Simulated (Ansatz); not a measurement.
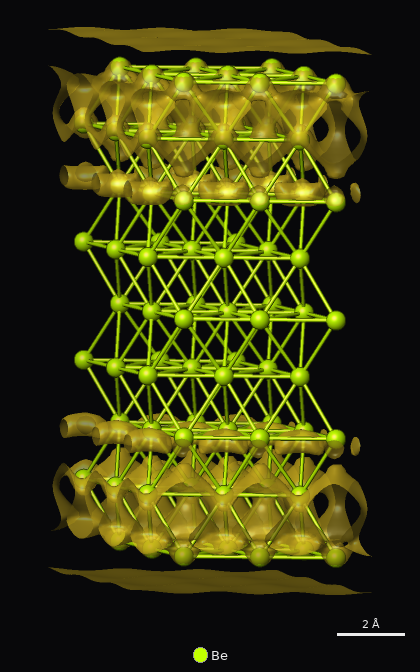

Density of all states between −0.25 and 0.00 eV (zero: the Fermi level) of Be(001) (P6_3/mmc bulk, 9 atomic planes (those closer than 0.6 Å count as one), 14 Å): yellow isosurface at 5.6 × 10⁻³ e/Å³, seen from the side.

The picture shows the smooth PAW orbitals' density alone; the shares below count all of it.

Computed with DFT PBE, scalar-relativistic, plane waves, PAW in Ansatz. Cutoff 420 eV, 42 × 42 k-points, Gaussian smearing 0.1 eV, dipole correction. The slab is a cut without reconstruction beyond its cell, at the source's lattice constants, with its lower half held fixed and the rest relaxed. No spin polarisation. The run couldn't confirm all of its levels under its output density. The run warns that the functional's potential is rough in the thin density of the vacuum, where the tip is; weak contrasts and barriers may feel it.

```
Be
1.0
     2.29950    0.00000    0.00000
    -1.14975    1.99143    0.00000
     0.00000    0.00000   31.40360
Be
9
Direct
  0.66667 0.33333 0.27067
  0.33333 0.66667 0.32800
  0.66667 0.33333 0.38533
  0.33333 0.66667 0.44267
  0.66667 0.33333 0.49970
  0.33333 0.66667 0.55672
  0.66667 0.33333 0.61376
  0.33333 0.66667 0.67075
  0.66667 0.33333 0.72820
```

Where in the slab do these states sit?

The window holds 0.4 states per cell. Shares by plane (space cut midway between planes), top to bottom: Be 19 %, Be 13 %, Be 8 %, Be 7 %, Be 6 %, Be 6 %, Be 8 %, Be 13 %, Be 19 %; the outer planes' shares include the vacuum, and density in a gap between layers is shared out between the planes on either side. The outer planes of both faces hold more than their share.
